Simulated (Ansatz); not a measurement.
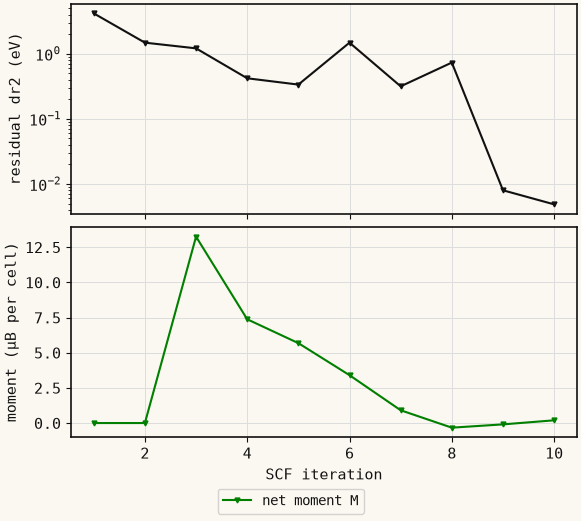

The plot shows the SCF iterations of a calculation: density residual dr2, magnetic moments. dr2 is the charge part; the magnetisation has a residual of its own.

Ti3Al (8 atoms in the cell), run with Ansatz.

```
crystal:
  lattice:
    - [5.6877954778, 0.0, 0.0]
    - [-2.8438977389, 4.9257753753, 0.0]
    - [0.0, 0.0, 4.607722049]
  atoms:
    - { symbol: Ti, position: [0.8054596369, 0.1569219781, 0.2311908075] }
    - { symbol: Ti, position: [0.6606223668, 0.8303111834, 0.75] }
    - { symbol: Ti, position: [0.8303111834, 0.6606223668, 0.25] }
    - { symbol: Ti, position: [0.1696888166, 0.8303111834, 0.75] }
    - { symbol: Ti, position: [0.3393776332, 0.1696888166, 0.25] }
    - { symbol: Ti, position: [0.1696888166, 0.3393776332, 0.75] }
    - { symbol: Al, position: [0.3333333333, 0.6666666667, 0.25] }
    - { symbol: Al, position: [0.6666666667, 0.3333333333, 0.75] }
basis:
  ecutwfc: 420
kpoints:
  mp_grid: { grid: [12, 12, 10] }
hamiltonian:
  xc: pbesol
scf:
  occupations: { method: gaussian, width: 0.01 }
  initial_density: { chi_scale: 0.0 }
output:
  forces: true
  eigenvalues: true
  stress: true
magnetization:
  spin_polarized: true
```

Launched with:
```bash
ansatz run input.yaml --threads 2 --pin off --max-ram 5120MiB --backend cpu --events-out ev --progress --plain --runs-dir out
```

Q: How did this run end?

A: It was still iterating, at step 10, when the time limit ended it. The residual is still falling at the last step (down to 5 × 10⁻³).

Q: What happens to the magnetisation?

A: The net moment doesn't settle. Over the last points it still swings between −0.3 and 3.4 μB per cell.
